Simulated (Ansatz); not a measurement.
Crystal: BN, the geometry relaxed with DFT PBEsol, scalar-relativistic, plane waves, PAW (Ansatz 0.2.0).

```cif
data_structure
_symmetry_space_group_name_H-M 'P 1'
_symmetry_Int_Tables_number 1
_cell_length_a 2.5043
_cell_length_b 2.5043
_cell_length_c 7.0329
_cell_angle_alpha 90.000
_cell_angle_beta 90.000
_cell_angle_gamma 120.000
_cell_volume 38.20
loop_
_atom_site_label
_atom_site_type_symbol
_atom_site_fract_x
_atom_site_fract_y
_atom_site_fract_z
_atom_site_occupancy
B1 B 0.33333 0.66667 0.25000 1
B2 B 0.66667 0.33333 0.75000 1
N1 N 0.33333 0.66667 0.75000 1
N2 N 0.66667 0.33333 0.25000 1
```

**What does its first Brillouin zone look like, and which path through it is standard?**

It has a primitive hexagonal lattice (hP; extended symbol hP2). The zone is a hexagonal prism in its combinatorial type: 8 faces (6 with 4 edges, 2 with 6 edges), 18 edges, 12 vertices. Path: Γ–M–K–Γ–A–L–H–A | L–M | H–K.

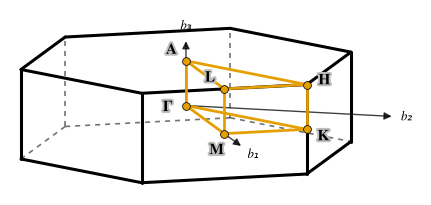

Labels and path follow the convention of Hinuma et al. (2017), as computed by seekpath; the arrows show the directions of the reciprocal primitive vectors b₁, b₂, b₃, in which coordinates are given; lengths include the factor 2π.

| point | k₁ | k₂ | k₃ | length of k (1/Å) |
| --- | --- | --- | --- | --- |
| Γ | 0 | 0 | 0 | 0.000 |
| A | 0 | 0 | 1/2 | 0.447 |
| K | 1/3 | 1/3 | 0 | 1.673 |
| H | 1/3 | 1/3 | 1/2 | 1.731 |
| M | 1/2 | 0 | 0 | 1.449 |
| L | 1/2 | 0 | 1/2 | 1.516 |
